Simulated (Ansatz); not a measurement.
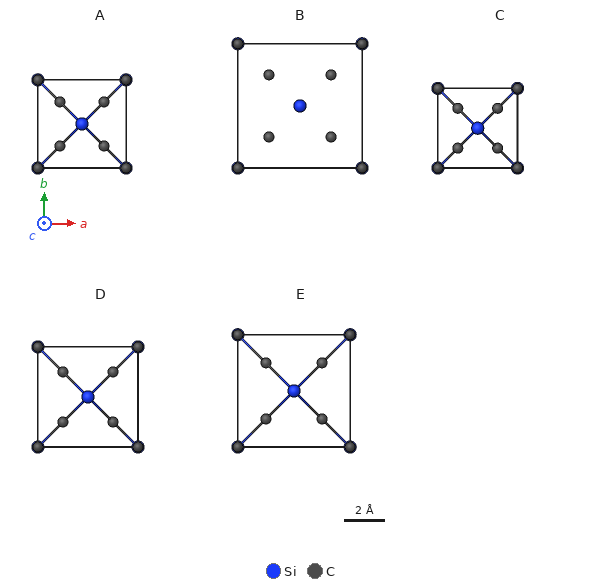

5 geometries from one relaxation of a crystal of SiC5 (a generated structure, set up in I4/mmm) (coarse preliminary run), in shuffled order. A ball-and-stick model of the conventional cell (2 times the calculation's cell), seen along the c axis. Lengths and directions refer to the drawn axes.

All numbers below come from DFT PBE, scalar-relativistic, plane waves, PAW (Ansatz). Set-up: plane-wave cutoff 420 eV; k-point mesh 4 × 4 × 4; occupations gaussian; smearing width 0.1 eV; collinear spin; cell and atoms relaxed; force threshold 0.04 eV/Å; at most 70 steps.

Put them in the order of the run, from the start to the converged end.

Answer. B, E, D, A, C. They are steps 0, 2, 4, 6, 13, at +2696 meV per atom, +1849 meV per atom, +901 meV per atom, +168 meV per atom relative to the last. No atom moves by more than 0.005 Å relative to the cell. The volume changes by −68.8 %, with a = b 6.345 → 4.067 Å (−35.9 %), c 7.258 → 5.513 Å (−24.0 %). Some distances before and after: C–C 3.172 → 2.034 Å, C–C 2.885 → 1.992 Å, C–Si 2.885 → 1.992 Å. New bonds form: C–Si (2.89 → 1.99 Å). The space group stays I4/mmm (No. 139). The energy falls by 2696 meV per atom in 11 accepted moves (13 points after the start). All forces vanish by symmetry, so only the cell relaxes. The pressure goes from −17.08 to 0.00 GPa. The SCF was repeated twice at an unchanged geometry on a basis and grid sized afresh for the cell, which shifted the energy by 2.0 meV per atom at most. The program noted that the starting moments weren't kept. The run took 100 s on 1 thread of Intel(R) Xeon(R) Processor @ 2.70GHz, with other jobs on the host, peak memory 0.45 GiB.
